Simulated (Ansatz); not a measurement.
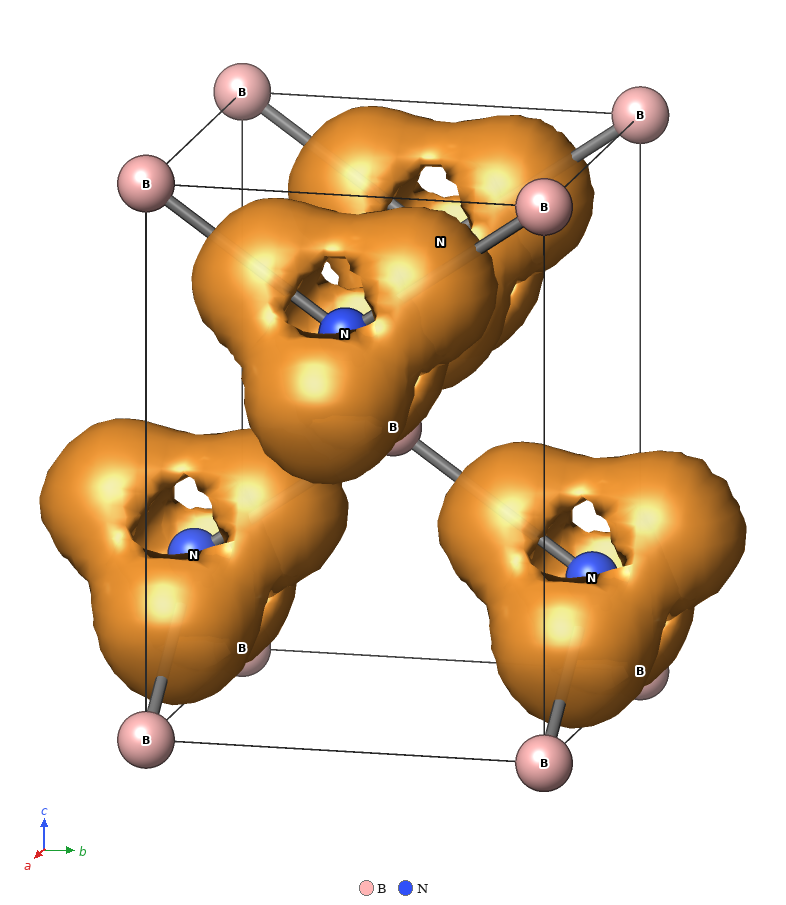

Figure 1: BN. Isosurface of the ELF at 0.75 (orange), seen slightly off an axis. Core shells and regions of very low density are left out. Sticks mark near contacts.

Space group Imm2; started from the measured structure prototype, which need not be the ambient phase; changed on purpose from its base cell (shear xy strain +2.6%).

Method: DFT, r2SCAN, plane waves, PAW (Ansatz).

Core electrons are frozen (PAW), and the valence fields are smoothed inside the atomic spheres.

```xyz
4
Lattice="-1.7812 1.7812 0.0000 1.8285 1.8285 0.0000 0.0000 0.0000 -3.6096" Properties=species:S:1:pos:R:3 pbc="T T T"
B     0.0000    0.0000   -3.6092
B     0.0236    1.8048   -1.8044
N     0.9142    0.9142   -2.7077
N    -0.8906    0.8906   -0.9028
```

**Identify the bonds, lone pairs and shells in this picture.**

The surface consists of two regions on N in which the atom's valence shell and bonds are merged, counted in one cell of 4 atoms. Any copies at cell faces, edges or corners count once.

Values along the shortest contacts:
B–N (1.55 Å): the ELF peaks at about 0.95 between the atoms; a shared but strongly polarised pair.
